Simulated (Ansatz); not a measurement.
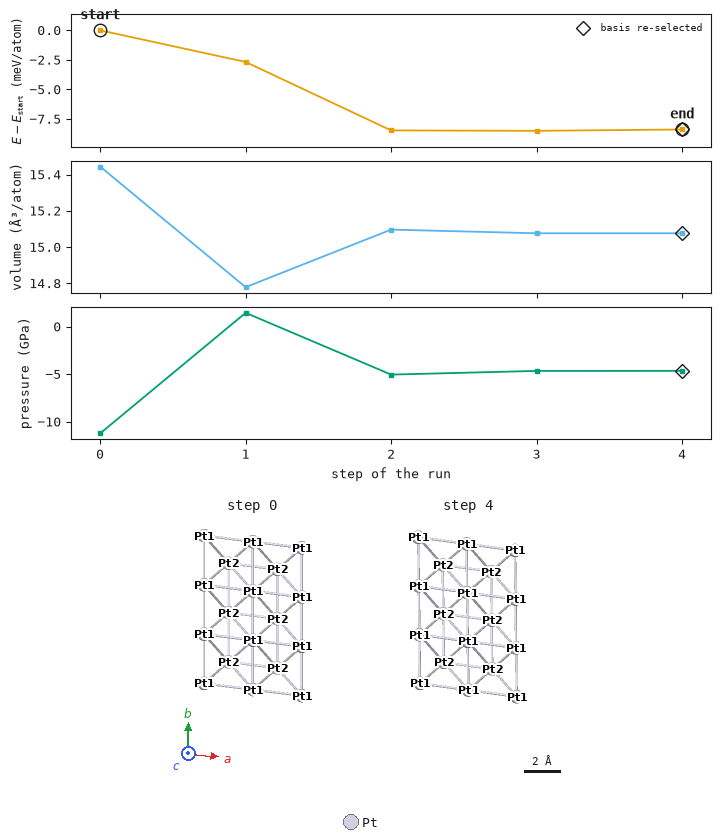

First and last geometry of a relaxation of a crystal of Pt (set up in I4/mmm), with the history of the run. The picture is a ball-and-stick view of the reduced cell, repeated 2 × 3 × 1 with one cell outlined, seen along the c axis. Lengths and directions refer to the drawn axes.

Case: film's bulk on the substrate's plane, third vector and atoms relaxed.

The calculation used DFT LDA, scalar-relativistic, plane waves, PAW in Ansatz 0.2.0. (plane-wave cutoff 420 eV; k-point mesh 9 × 9 × 19; occupations gaussian; smearing width 0.1 eV; no spin polarisation; cell relaxed at fixed a, b, gamma; force threshold 0.01 eV/Å; at most 50 steps)

### Read the history and describe the run.

It converged. The atoms keep their places relative to the cell (all moves are under 0.005 Å). Cell: a 2.748 → 2.722 Å (−1.0 %), b 2.748 → 2.718 Å (−1.1 %), c unchanged at 4.121 Å, γ 97.1° → 98.5°. Volume −2.4 %. Some distances before and after: Pt1–Pt1 2.748 → 2.722 Å. The space group stays I4/mmm (No. 139). Over 3 accepted moves (4 points after the start) the energy falls by 8.4 meV per atom. All forces vanish by symmetry, so only the cell relaxes. Pressure: −11.23 GPa at the start and −4.65 GPa at the end. At 1 point the geometry stayed and the basis and grid were re-selected for the new cell (energy shift of 0.1 meV per atom at most each time).
